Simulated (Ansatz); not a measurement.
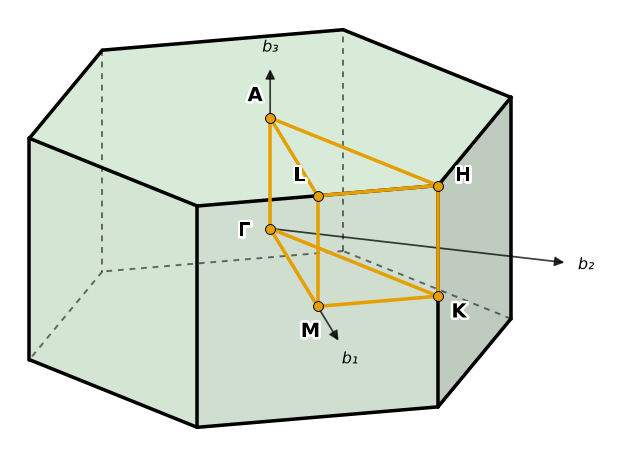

Crystal: Ge, coordinates from a relaxation with DFT, LDA (PW92), plane waves (420 eV) with PAW, scalar-relativistic (Ansatz 0.2.0); the starting structure was generated, so it need not be a known form of this composition. The figure shows the first Brillouin zone with its special points and a band path. Symmetry computed with spglib at a tolerance of 0.002 Å; standard conventional cell.

Labels and path follow the convention of Hinuma et al. (2017), as computed by seekpath; the arrows show the directions of the reciprocal primitive vectors b₁, b₂, b₃.

Q: What lattice type do the shape and the labels point to?

A: A primitive hexagonal lattice (hP; extended symbol hP2). The zone is a hexagonal prism in its combinatorial type: 8 faces (6 with 4 edges, 2 with 6 edges), 18 edges, 12 vertices.

Q: Write the standard path through the labelled points.

A: Γ–M–K–Γ–A–L–H–A | L–M | H–K
